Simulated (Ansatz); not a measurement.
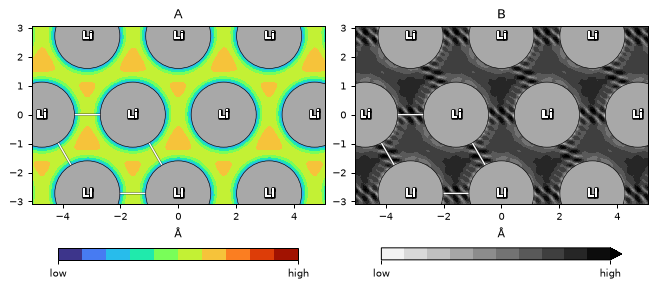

Li: 2 fields on the (001) plane of the conventional cell, with unlabelled colour scales. Grey discs cover the atomic cores.

Space group R-3m.

Computed with Ansatz, Kohn-Sham DFT of a periodic cell, PBE, Ansatz PAW.

```xyz
9
Lattice="3.1418 0.0000 0.0000 -1.5709 2.7209 0.0000 0.0000 0.0000 23.0645" Properties=species:S:1:pos:R:3 pbc="T T T"
Li    1.5709    0.9070    2.5678
Li    0.0000    1.8139   10.2561
Li    0.0000    0.0000   17.9442
Li    0.0000    0.0000    5.1203
Li    1.5709    0.9070   12.8084
Li    0.0000    1.8139   20.4967
Li    0.0000    0.0000    0.0000
Li    1.5709    0.9070    7.6881
Li    0.0000    1.8139   15.3764
```

Match the panels to the quantities (electron localisation function and valence pseudo-density).

Answer. Panel A: electron localisation function. Panel B: valence pseudo-density. From the grid: Li–Li (3.14 Å): ρ at the midpoint is about 0.05 e/Å³; the ELF reaches about 0.55 near the midpoint.
